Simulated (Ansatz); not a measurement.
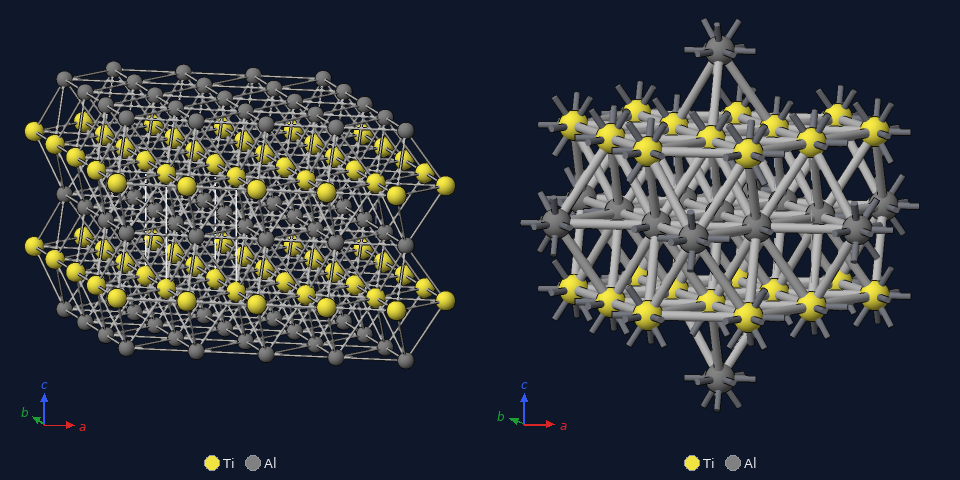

Left: the structure. Right: its underlying net. Nodes are coloured by element. Short stubs are edges that leave the cut-out.

TiAl (space group P-6m2, No. 187). Coordinates: the input geometry of an electronic-structure calculation (not necessarily at equilibrium).

Bonds are taken as Al–Al below 3.2 Å, Al–Ti below 3.2 Å and Ti–Ti below 3.2 Å. The graph is simplified in the usual way: terminal and isolated atoms are pruned, two-connected atoms become edges.

The result is a uninodal 12-connected, three-periodic net: Ti and Al are 12-connected nodes. It is the hcp net, known from hexagonal close packing. It is a single net, without interpenetration.

| node | links | point symbol | coordination sequence |
| --- | --- | --- | --- |
| Ti and Al | 12 | 3²⁴·4³³·5⁹ | 12 44 96 170 264 380 516 674 852 1052 |
